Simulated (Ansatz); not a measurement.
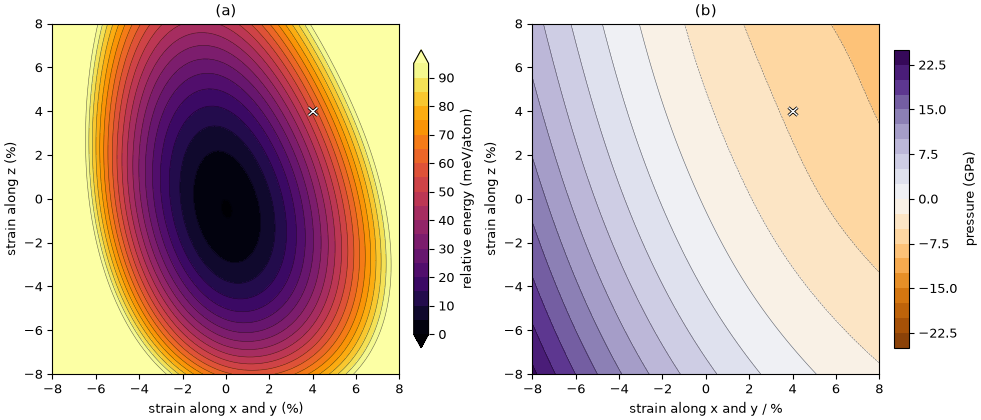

MgS (P6_3mc, No. 186; 4 atoms in the cell). The cell is strained homogeneously, by one strain along x and y and another along z, with fractional coordinates fixed (x along [1 0 0], z along [0 0 1] of the conventional cell). The first coordinate is: strain along x and y; the second: strain along z. Grid: 5 × 5 points. At 1 point there is no value. Points are written as (first, second). Energies are in meV/atom, from the lowest grid point. The reference cell is the one listed in the database, not relaxed at this level. Method: DFT PBEsol, scalar-relativistic, plane waves, PAW in Ansatz 0.2.0. Settings: cutoff 420 eV, k-mesh 6×6×4 in the order of the run's cell vectors, gaussian smearing 0.05 eV, no spin polarisation.

Panel (a) is the energy; panel (b) is the computed pressure, in GPa.

The picture shows filled contours, crosses at grid points without a value, one colour for all values above the top of the scale. Between grid points the surface is interpolated.

How does the pressure vary over the map, and what is it at the lowest grid point?

Answer. It runs from −8.4 GPa at (8 %, 8 %) to 23.1 GPa at (−8 %, −8 %). At the lowest grid point, (0 %, 0 %), it is −0.3 GPa.

```
strain along z ↓, strain along x and y →    −8    −4     0     4     8
                                       8   8.6   1.3  −3.5  −6.6  −8.4
                                       4  11.0   3.1  −2.2     –  −7.6
                                       0  14.0   5.4  −0.3  −4.1  −6.4
                                      −4  18.0   8.6   2.2  −2.0  −4.7
                                      −8  23.1  12.8   5.7   1.0  −2.1
```
